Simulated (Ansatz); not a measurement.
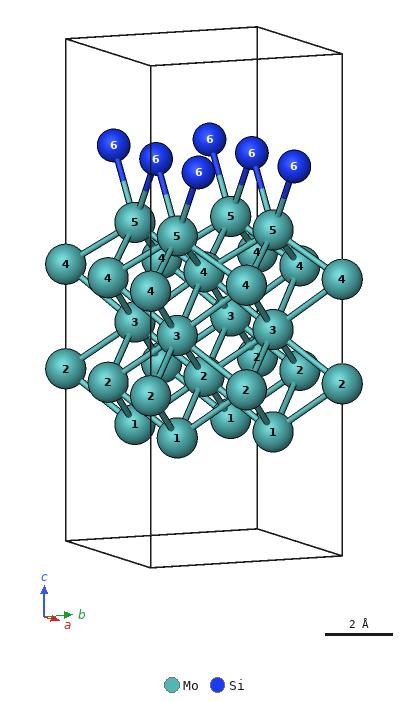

*The input geometry (ball-and-stick view of the 2 × 2 repeat of the cell, with the vacuum cut short, seen slightly off an axis; atoms are numbered from 1 in the order of the input). An atom can appear more than once, as a periodic image.*

**Geometry relaxation, with input and output: Mo5Si (part 1 of 2)**

System: Mo5Si (slab, 6 atoms in the cell).
Method: DFT PBE, scalar-relativistic, plane waves, PAW, no spin polarisation (Ansatz 0.2.0).

The structure derives from an entry of the Crystallography Open Database. The input holds or restrains some coordinates. Forces given for the steps count only the free coordinates. Figures and captions count atoms from 1; the log counts them from 0 in places.

Input
```yaml
crystal:
  lattice:
    - [3.1604413623, 0.0, 0.0]
    - [0.0, 3.1604413623, 0.0]
    - [0.0, 0.0, 25.3208827246]
  atoms:
    - { symbol: Mo, position: [0.5, 0.5, 0.3356912984] }
    - { symbol: Mo, position: [0.0, 0.0, 0.3980991023] }
    - { symbol: Mo, position: [0.5, 0.5, 0.458891202] }
    - { symbol: Mo, position: [0.0, 0.0, 0.52385314] }
    - { symbol: Mo, position: [0.5, 0.5, 0.5786861018] }
    - { symbol: Si, position: [0.0, 0.5, 0.6632013228] }
basis:
  ecutwfc: 420
kpoints:
  mp_grid: { grid: [9, 9, 1] }
hamiltonian:
  xc: pbe
scf:
  occupations: { method: gaussian, width: 0.1 }
output:
  forces: true
  eigenvalues: true
  write_density: true
  write_potential: true
  elf: true
  volumetric_format: npy
relax:
  adjacent_minimum: "off"
  f_tol: 0.03
  max_steps: 70
  constraints: [{ sites: [0, 1] }]
efield:
  axis: 3
  dipole_correction: true
```

Hardware: 1 thread of Arm Neoverse V2, 128 GiB of memory available, shared host.

Command:
```bash
ansatz run input.yaml --threads 1 --pin off --max-ram 2560MiB --backend cpu --events-out ev --progress --plain --runs-dir out
```

Output
```
Engine: ansatz 0.2.0, aarch64-unknown-linux-gnu
Pseudopotentials: kind: paw
Pseudopotential: Mo, paw, valence charge 14, recommended cutoff 420 eV (normal), Mo.paw.azcp
Pseudopotential: Si, paw, valence charge 4, recommended cutoff 420 eV (normal), Si.paw.azcp
Functional definition: PBE
  parameter kappa = 0.804
  parameter beta = 0.06672455060314922
  exchange = pbe_x(kappa = kappa, mu = beta*pi^2/3)
  correlation = pbe_c(beta = beta)
Crystal: 6 atoms, lattice volume = 252.915 Å³
Basis set: ecut = 420 eV, 4973 PW (Γ), exchange–correlation on 48×48×360 points (8 copies of the dense FFT grid, shifted against one another)
Bands: 45, of which v1, the nominal top of the filled ones, is band 37 counted from 1 (36 counted from 0)
Symmetry: 4 space group operations
Space group: Pmm2 (ITA 25), of the structure as read, at distance tolerance 6.3e-5 Å
k-points: 25 of 81
Non-local potential: Mo, projectors of the file, l = 0: 3, l = 1: 2, l = 2: 2, l = 3: 1
Non-local potential: Si, projectors of the file, l = 0: 2, l = 1: 2, l = 2: 2
PAW form: soft (Blöchl's): semilocal exchange-correlation on the pseudo side does not see the compensation charge
PAW one-centre angular grid: Mo, 590 points (default); XC on 64 Gauss nodes
PAW one-centre angular grid: Si, 110 points (default); XC on 64 Gauss nodes
Initial density: superposition of atomic densities (neutral atoms: chi_scale 0, normalization atom), corrected by the library's trained network
Initial wavefunctions: pseudopotential atomic-orbital guess
Functional: x = pbe(κ = 0.804, μ = 0.2195149727645171), c = pbe(β = 0.06672455060314922)
SCF iter   1: F=—  HF=-25411.827245 eV  |F-HF|=—  |Δ(HF+E_count)|=         —  Δρ=9.80e-3  dr2=5.27e0  ethr=1.77e-3  p=-0.033 e·Å  D=-2.36e-2 V/Å  ΔV_dip=0.60 eV  dr2_dipole=2.52e0  V_vac-E_F(+/−)=4.70/4.10 eV  ⟨swp⟩=8.7  Hψ=5485  notcnv=0
efield: sawtooth ramp at fractional position 0.9494 (placed from the atoms, in the widest stretch of the axis that holds none; the zero of the levels goes with the place), width 0.1000; the density the first Hamiltonian is built on has a dipole p = -0.033 e·Å; the dipole correction subtracts the counter field D = -2.36e-2 V/Å, which shifts the + side's vacuum level by +0.60 eV against the − side's; the planar-averaged density in the ramp window peaks in size at 1.5e-5 e/Å³
preconditioner: auto → LDOS  [metal: Δε(μ)=0.008 eV  Ē_g=3.940 eV  σ=0.100 eV  W_gap=0.05  n_scr=52 (ndim 8)  ℏωp=13.6 eV  f_vac=0.529  D(μ)=6.40/eV (n_scr^D=44)  β→1.0]
SCF iter   2: F=—  HF=-25411.739646 eV  |F-HF|=—  |Δ(HF+E_count)|=   8.76e-2  Δρ=5.98e-3  dr2=1.17e0  ethr=1.77e-3  p=-0.077 e·Å  D=-5.54e-2 V/Å  ΔV_dip=1.40 eV  dr2_dipole=5.82e-1  V_vac-E_F(+/−)=5.35/3.95 eV  ⟨swp⟩=2.0  Hψ=1440  notcnv=0  defer=32
SCF iter   3: F=—  HF=-25411.708640 eV  |F-HF|=—  |Δ(HF+E_count)|=   3.10e-2  Δρ=1.34e-3  dr2=8.39e-2  ethr=1.57e-3  p=-0.062 e·Å  D=-4.45e-2 V/Å  ΔV_dip=1.13 eV  dr2_dipole=3.96e-2  V_vac-E_F(+/−)=5.12/3.99 eV  ⟨swp⟩=1.4  Hψ=1106  notcnv=0  defer=35
SCF iter   4: F=—  HF=-25411.708944 eV  |F-HF|=—  |Δ(HF+E_count)|=   3.04e-4  Δρ=5.13e-4  dr2=1.76e-3  ethr=1.13e-4  p=-0.064 e·Å  D=-4.59e-2 V/Å  ΔV_dip=1.16 eV  dr2_dipole=3.99e-5  V_vac-E_F(+/−)=5.14/3.97 eV  ⟨swp⟩=1.4  Hψ=1309  notcnv=0  defer=33
SCF iter   5: F=—  HF=-25411.708782 eV  |F-HF|=—  |Δ(HF+E_count)|=   1.61e-4  Δρ=1.50e-4  dr2=6.16e-4  ethr=2.38e-6  p=-0.065 e·Å  D=-4.63e-2 V/Å  ΔV_dip=1.17 eV  dr2_dipole=3.44e-4  V_vac-E_F(+/−)=5.15/3.97 eV  ⟨swp⟩=2.1  Hψ=1530  notcnv=0  defer=30
SCF iter   6: F=—  HF=-25411.708798 eV  |F-HF|=—  |Δ(HF+E_count)|=   1.56e-5  Δρ=9.26e-5  dr2=5.59e-5  ethr=8.32e-7  p=-0.065 e·Å  D=-4.62e-2 V/Å  ΔV_dip=1.17 eV  dr2_dipole=6.71e-6  V_vac-E_F(+/−)=5.15/3.97 eV  ⟨swp⟩=1.4  Hψ=1142  notcnv=0  defer=30
SCF iter   7: F=-25411.708797 eV  HF=-25411.708797 eV  |F-HF|=2.29e-7  |Δ(HF+E_count)|=   7.23e-7  Δρ=1.89e-5  dr2=2.62e-6  ethr=3.04e-8  p=-0.065 e·Å  D=-4.62e-2 V/Å  ΔV_dip=1.17 eV  dr2_dipole=1.94e-9  V_vac-E_F(+/−)=5.15/3.98 eV  ⟨swp⟩=22.7  Hψ=11736  notcnv=0
SCF 1 converged in 7 iterations: F = -25411.708797 eV  dr2 = 2.62e-6
  Residual-converged pass: ⟨swp⟩=1.1  Hψ=1229  notcnv=0  max |occ|·‖R‖ = 7.1e-9 eV (tolerance 1.0e-8 eV)  dr2=2.62e-6  dr2_onsite=8.73e-9  max |Δocc| = 3.6e-10
  greatest PAW one-centre occupation: 0.998 electrons in one spin orbital (limit 2), on the Mo atom at site 0 (counted from 0), in its partial waves of l = 0
relax step   1: F+E_penalty+E_count = -25411.70879691 eV  Δ(F+E_penalty+E_count) = +0.000e0 eV  max|allowed force component| = 1.473e0 eV/Å  Δτ_max = 0.0000 Å  (7 SCF iters, dr2 threshold 2.25e-5 eV, accepted)
Initial density: handed on by an earlier stage of this run
Initial wavefunctions: those handed on with the density
iter 1 solved again at ethr=9.17e-4 eV; its pass at ethr=3.10e-3 eV (dr2=6.78e-1 eV) is discarded
SCF iter   1: F=—  HF=-25411.833585 eV  |F-HF|=—  |Δ(HF+E_count)|=         —  Δρ=9.02e-3  dr2=6.19e-1  ethr=9.17e-4  p=-0.065 e·Å  D=-4.62e-2 V/Å  ΔV_dip=1.17 eV  dr2_dipole=4.17e-4  V_vac-E_F(+/−)=5.15/3.98 eV  ⟨swp⟩=1.6  Hψ=3967  notcnv=0  defer=38
efield: sawtooth ramp at fractional position 0.9494 (handed on by an earlier solve), width 0.1000; the density the first Hamiltonian is built on has a dipole p = -0.065 e·Å; the dipole correction subtracts the counter field D = -4.62e-2 V/Å, which shifts the + side's vacuum level by +1.17 eV against the − side's; the planar-averaged density in the ramp window peaks in size at 2.7e-6 e/Å³
preconditioner: auto → LDOS  [metal: Δε(μ)=0.008 eV  Ē_g=3.871 eV  σ=0.100 eV  W_gap=0.05  n_scr=52 (ndim 8)  ℏωp=13.6 eV  f_vac=0.529  D(μ)=7.98/eV (n_scr^D=62)  β→1.0]
SCF iter   2: F=—  HF=-25411.805722 eV  |F-HF|=—  |Δ(HF+E_count)|=   2.79e-2  Δρ=6.53e-3  dr2=2.48e-1  ethr=8.36e-4  p=-0.059 e·Å  D=-4.20e-2 V/Å  ΔV_dip=1.06 eV  dr2_dipole=1.38e-6  V_vac-E_F(+/−)=5.06/3.99 eV  ⟨swp⟩=2.7  Hψ=1749  notcnv=0  defer=38
SCF iter   3: F=—  HF=-25411.785159 eV  |F-HF|=—  |Δ(HF+E_count)|=   2.06e-2  Δρ=2.00e-3  dr2=3.59e-2  ethr=3.35e-4  p=-0.060 e·Å  D=-4.26e-2 V/Å  ΔV_dip=1.08 eV  dr2_dipole=2.07e-4  V_vac-E_F(+/−)=5.08/4.00 eV  ⟨swp⟩=2.1  Hψ=1680  notcnv=0  defer=40
SCF iter   4: F=—  HF=-25411.782900 eV  |F-HF|=—  |Δ(HF+E_count)|=   2.26e-3  Δρ=4.24e-4  dr2=1.59e-3  ethr=4.85e-5  p=-0.058 e·Å  D=-4.18e-2 V/Å  ΔV_dip=1.06 eV  dr2_dipole=2.04e-5  V_vac-E_F(+/−)=5.06/4.00 eV  ⟨swp⟩=2.0  Hψ=1468  notcnv=0  defer=42
SCF iter   5: F=—  HF=-25411.782679 eV  |F-HF|=—  |Δ(HF+E_count)|=   2.20e-4  Δρ=1.85e-4  dr2=2.70e-4  ethr=2.14e-6  p=-0.058 e·Å  D=-4.12e-2 V/Å  ΔV_dip=1.04 eV  dr2_dipole=4.00e-6  V_vac-E_F(+/−)=5.05/4.00 eV  ⟨swp⟩=2.2  Hψ=1513  notcnv=0  defer=42
SCF iter   6: F=-25411.782662 eV  HF=-25411.782679 eV  |F-HF|=1.70e-5  |Δ(HF+E_count)|=   3.35e-8  Δρ=6.66e-5  dr2=2.60e-5  ethr=1.35e-7  p=-0.057 e·Å  D=-4.08e-2 V/Å  ΔV_dip=1.03 eV  dr2_dipole=1.85e-7  V_vac-E_F(+/−)=5.04/4.00 eV  ⟨swp⟩=22.1  Hψ=12258  notcnv=0
SCF 2 converged in 6 iterations: F = -25411.782662 eV  dr2 = 2.60e-5
relax step   2: F+E_penalty+E_count = -25411.78266240 eV  Δ(F+E_penalty+E_count) = -7.387e-2 eV  max|allowed force component| = 5.304e-1 eV/Å  Δτ_max = 0.1707 Å  (6 SCF iters, dr2 threshold 1.00e-4 eV, accepted)
iter 1 solved again at ethr=3.27e-4 eV; its pass at ethr=3.10e-3 eV (dr2=2.42e-1 eV) is discarded
SCF iter   1: F=—  HF=-25411.825940 eV  |F-HF|=—  |Δ(HF+E_count)|=         —  Δρ=5.91e-3  dr2=2.37e-1  ethr=3.27e-4  p=-0.057 e·Å  D=-4.08e-2 V/Å  ΔV_dip=1.03 eV  dr2_dipole=6.46e-3  V_vac-E_F(+/−)=5.05/4.02 eV  ⟨swp⟩=2.0  Hψ=3860  notcnv=0  defer=37
efield: sawtooth ramp at fractional position 0.9494 (handed on by an earlier solve), width 0.1000; the density the first Hamiltonian is built on has a dipole p = -0.057 e·Å; the dipole correction subtracts the counter field D = -4.08e-2 V/Å, which shifts the + side's vacuum level by +1.03 eV against the − side's; the planar-averaged density in the ramp window peaks in size at 2.6e-6 e/Å³
preconditioner: auto → LDOS  [metal: Δε(μ)=0.006 eV  Ē_g=3.911 eV  σ=0.100 eV  W_gap=0.04  n_scr=52 (ndim 8)  ℏωp=13.6 eV  f_vac=0.534  D(μ)=7.53/eV (n_scr^D=54)  β→1.0]
SCF iter   2: F=—  HF=-25411.809994 eV  |F-HF|=—  |Δ(HF+E_count)|=   1.59e-2  Δρ=2.88e-3  dr2=3.36e-2  ethr=3.20e-4  p=-0.056 e·Å  D=-4.00e-2 V/Å  ΔV_dip=1.01 eV  dr2_dipole=2.41e-3  V_vac-E_F(+/−)=5.02/4.01 eV  ⟨swp⟩=2.0  Hψ=1764  notcnv=0  defer=37
SCF iter   3: F=—  HF=-25411.805456 eV  |F-HF|=—  |Δ(HF+E_count)|=   4.54e-3  Δρ=1.30e-3  dr2=1.13e-2  ethr=4.54e-5  p=-0.056 e·Å  D=-4.01e-2 V/Å  ΔV_dip=1.01 eV  dr2_dipole=8.35e-4  V_vac-E_F(+/−)=5.02/4.01 eV  ⟨swp⟩=2.9  Hψ=1905  notcnv=0  defer=37
SCF iter   4: F=—  HF=-25411.804382 eV  |F-HF|=—  |Δ(HF+E_count)|=   1.07e-3  Δρ=2.68e-4  dr2=1.00e-3  ethr=1.53e-5  p=-0.056 e·Å  D=-4.00e-2 V/Å  ΔV_dip=1.01 eV  dr2_dipole=2.09e-4  V_vac-E_F(+/−)=5.02/4.00 eV  ⟨swp⟩=2.0  Hψ=1473  notcnv=0  defer=37
SCF iter   5: F=—  HF=-25411.804337 eV  |F-HF|=—  |Δ(HF+E_count)|=   4.52e-5  Δρ=1.58e-4  dr2=2.25e-4  ethr=1.36e-6  p=-0.056 e·Å  D=-4.00e-2 V/Å  ΔV_dip=1.01 eV  dr2_dipole=1.60e-5  V_vac-E_F(+/−)=5.01/4.00 eV  ⟨swp⟩=2.2  Hψ=1582  notcnv=0  defer=37
SCF iter   6: F=-25411.804322 eV  HF=-25411.804328 eV  |F-HF|=5.49e-6  |Δ(HF+E_count)|=   8.91e-6  Δρ=2.98e-5  dr2=6.33e-6  ethr=2.38e-8  p=-0.056 e·Å  D=-4.00e-2 V/Å  ΔV_dip=1.01 eV  dr2_dipole=1.49e-6  V_vac-E_F(+/−)=5.01/4.00 eV  ⟨swp⟩=21.0  Hψ=12009  notcnv=0
SCF 3 converged in 6 iterations: F = -25411.804322 eV  dr2 = 6.33e-6
relax step   3: F+E_penalty+E_count = -25411.80432218 eV  Δ(F+E_penalty+E_count) = -2.166e-2 eV  max|allowed force component| = 1.439e-1 eV/Å  Δτ_max = 0.1251 Å  (6 SCF iters, dr2 threshold 1.76e-5 eV, accepted)
SCF iter   1: F=—  HF=-25411.810254 eV  |F-HF|=—  |Δ(HF+E_count)|=         —  Δρ=2.05e-3  dr2=3.21e-2  ethr=3.80e-4  p=-0.056 e·Å  D=-4.00e-2 V/Å  ΔV_dip=1.01 eV  dr2_dipole=4.99e-3  V_vac-E_F(+/−)=5.00/3.99 eV  ⟨swp⟩=2.2  Hψ=2119  notcnv=0  defer=36
efield: sawtooth ramp at fractional position 0.9494 (handed on by an earlier solve), width 0.1000; the density the first Hamiltonian is built on has a dipole p = -0.056 e·Å; the dipole correction subtracts the counter field D = -4.00e-2 V/Å, which shifts the + side's vacuum level by +1.01 eV against the − side's; the planar-averaged density in the ramp window peaks in size at 2.2e-6 e/Å³
preconditioner: auto → LDOS  [metal: Δε(μ)=0.009 eV  Ē_g=3.899 eV  σ=0.100 eV  W_gap=0.05  n_scr=52 (ndim 8)  ℏωp=13.6 eV  f_vac=0.532  D(μ)=7.73/eV (n_scr^D=62)  β→1.0]
SCF iter   2: F=—  HF=-25411.808364 eV  |F-HF|=—  |Δ(HF+E_count)|=   1.89e-3  Δρ=7.80e-4  dr2=4.86e-3  ethr=4.34e-5  p=-0.057 e·Å  D=-4.10e-2 V/Å  ΔV_dip=1.04 eV  dr2_dipole=1.04e-3  V_vac-E_F(+/−)=5.03/3.99 eV  ⟨swp⟩=2.2  Hψ=1692  notcnv=0  defer=36
SCF iter   3: F=—  HF=-25411.808200 eV  |F-HF|=—  |Δ(HF+E_count)|=   1.64e-4  Δρ=6.21e-4  dr2=1.95e-3  ethr=6.56e-6  p=-0.057 e·Å  D=-4.10e-2 V/Å  ΔV_dip=1.04 eV  dr2_dipole=2.08e-4  V_vac-E_F(+/−)=5.03/3.99 eV  ⟨swp⟩=2.4  Hψ=1958  notcnv=0  defer=36
SCF iter   4: F=—  HF=-25411.807728 eV  |F-HF|=—  |Δ(HF+E_count)|=   4.72e-4  Δρ=6.34e-5  dr2=4.67e-5  ethr=2.64e-6  p=-0.057 e·Å  D=-4.10e-2 V/Å  ΔV_dip=1.04 eV  dr2_dipole=3.29e-7  V_vac-E_F(+/−)=5.03/3.99 eV  ⟨swp⟩=2.8  Hψ=1883  notcnv=0  defer=36
SCF iter   5: F=—  HF=-25411.807824 eV  |F-HF|=—  |Δ(HF+E_count)|=   9.61e-5  Δρ=2.41e-5  dr2=3.24e-6  ethr=6.31e-8  p=-0.057 e·Å  D=-4.10e-2 V/Å  ΔV_dip=1.04 eV  dr2_dipole=2.99e-7  V_vac-E_F(+/−)=5.03/3.99 eV  ⟨swp⟩=2.6  Hψ=1740  notcnv=0  defer=36
SCF iter   6: F=-25411.807825 eV  HF=-25411.807826 eV  |F-HF|=7.46e-7  |Δ(HF+E_count)|=   1.54e-6  Δρ=6.59e-6  dr2=7.29e-7  ethr=2.06e-9  p=-0.057 e·Å  D=-4.10e-2 V/Å  ΔV_dip=1.04 eV  dr2_dipole=2.06e-7  V_vac-E_F(+/−)=5.03/3.99 eV  ⟨swp⟩=19.6  Hψ=10705  notcnv=0
SCF 4 converged in 6 iterations: F = -25411.807825 eV  dr2 = 7.29e-7
relax step   4: F+E_penalty+E_count = -25411.80782501 eV  Δ(F+E_penalty+E_count) = -3.503e-3 eV  max|allowed force component| = 2.566e-2 eV/Å  Δτ_max = 0.0445 Å  (6 SCF iters, dr2 threshold 1.53e-6 eV, accepted)
iter 1 solved again at ethr=9.72e-10 eV; its pass at ethr=3.10e-3 eV (dr2=7.19e-7 eV) is discarded
SCF iter   1: F=—  HF=-25411.807823 eV  |F-HF|=—  |Δ(HF+E_count)|=         —  Δρ=6.60e-6  dr2=7.18e-7  ethr=9.72e-10  p=-0.057 e·Å  D=-4.10e-2 V/Å  ΔV_dip=1.04 eV  dr2_dipole=1.96e-7  V_vac-E_F(+/−)=5.03/3.99 eV  ⟨swp⟩=1.0  Hψ=2850  notcnv=0
efield: sawtooth ramp at fractional position 0.9494 (handed on by an earlier solve), width 0.1000; the density the first Hamiltonian is built on has a dipole p = -0.057 e·Å; the dipole correction subtracts the counter field D = -4.10e-2 V/Å, which shifts the + side's vacuum level by +1.04 eV against the − side's; the planar-averaged density in the ramp window peaks in size at 1.8e-6 e/Å³
preconditioner: auto → LDOS  [metal: Δε(μ)=0.009 eV  Ē_g=3.897 eV  σ=0.100 eV  W_gap=0.05  n_scr=52 (ndim 8)  ℏωp=13.6 eV  f_vac=0.532  D(μ)=7.68/eV (n_scr^D=54)  β→1.0]
SCF iter   2: F=—  HF=-25411.807826 eV  |F-HF|=—  |Δ(HF+E_count)|=   2.97e-6  Δρ=4.88e-6  dr2=1.30e-7  ethr=9.70e-10  p=-0.057 e·Å  D=-4.10e-2 V/Å  ΔV_dip=1.04 eV  dr2_dipole=1.60e-8  V_vac-E_F(+/−)=5.03/3.99 eV  ⟨swp⟩=2.0  Hψ=1535  notcnv=0
SCF iter   3: F=-25411.807826 eV  HF=-25411.807826 eV  |F-HF|=3.85e-8  |Δ(HF+E_count)|=   3.66e-9  Δρ=2.72e-6  dr2=5.38e-8  ethr=1.35e-10  p=-0.057 e·Å  D=-4.10e-2 V/Å  ΔV_dip=1.04 eV  dr2_dipole=3.62e-9  V_vac-E_F(+/−)=5.03/3.99 eV  ⟨swp⟩=11.5  Hψ=8474  notcnv=0
SCF 5 converged in 3 iterations: F = -25411.807826 eV  dr2 = 5.38e-8
relax step   5: F+E_penalty+E_count = -25411.80782582 eV  Δ(F+E_penalty+E_count) = -8.039e-7 eV  max|allowed force component| = 2.574e-2 eV/Å  Δτ_max = 0.0000 Å  (3 SCF iters, accepted)
```

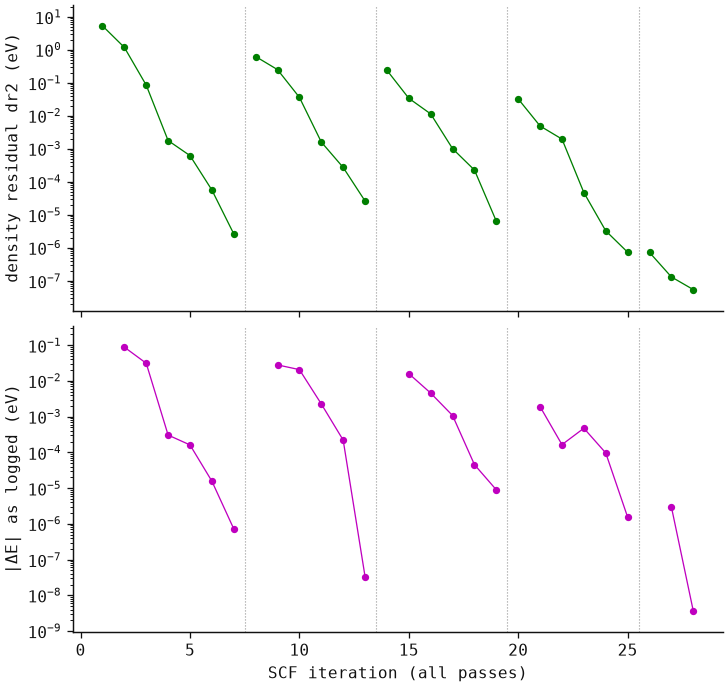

*Convergence of the self-consistent field: density residual dr2 and size of the energy change against the SCF iteration. The dotted lines part the SCF passes of the relaxation: geometry steps, rejected trials and re-solves on a re-selected basis.*

The 5 passes take 3 to 7 iterations each, 28 in all.
